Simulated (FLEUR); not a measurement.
System: As, space group Cmce (No. 64).

Starting cell:
```yaml
crystal:
  lattice:
    - [1.82500, -5.50000, 0.00000]
    - [1.82500, 5.50000, 0.00000]
    - [0.00000, 0.00000, 4.47000]
  atoms:
    - { symbol: As, position: [0.39000, 0.61000, 0.56000] }
    - { symbol: As, position: [0.89000, 0.11000, 0.94000] }
    - { symbol: As, position: [0.61000, 0.39000, 0.44000] }
    - { symbol: As, position: [0.11000, 0.89000, 0.06000] }
```

Calculation (FLEUR MaX-R8.1 (later development tree)): all-electron LAPW DFT, no spin polarisation; energies at scaled volumes of the given cell, shape and fractions fixed, counted from the fit's minimum, third-order Birch-Murnaghan fit. Level: PBEsol.

```
         setting                          value
          k mesh                          8×8×6
     occupations                    Fermi–Dirac
  smearing width                        0.05 eV
      potentials                   all electron
program settings  basis FLAPW, kmax 4.67 1/bohr
```

What does the calculation give for the energy against volume? The volume takes the values 21.09, 21.54, 21.99, 22.43, 22.88, 23.33, 23.78 Å³/atom.

A third-order Birch–Murnaghan fit gives V0 = 22.34 Å³/atom, B0 = 70.7 GPa and B′ = 4.1. The energy is 17.12 meV/atom at volume 21.09 Å³/atom and 18.37 meV/atom at 23.78 Å³/atom; the lowest computed point is at volume 22.43 Å³/atom (0.08 meV/atom).

```csv
volume (Å³/atom),energy (meV/atom)
21.09,17.12
21.54,6.82
21.99,1.28
22.43,0.08
22.88,2.77
23.33,9.00
23.78,18.37
```

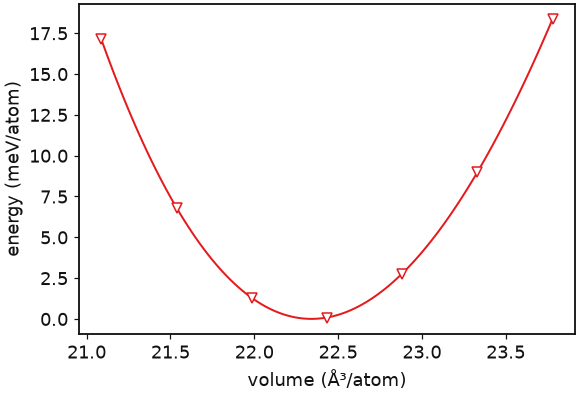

Limits of the calculation: shape and atomic fractions are frozen while scaling, which makes layered, chain and framework solids too stiff.
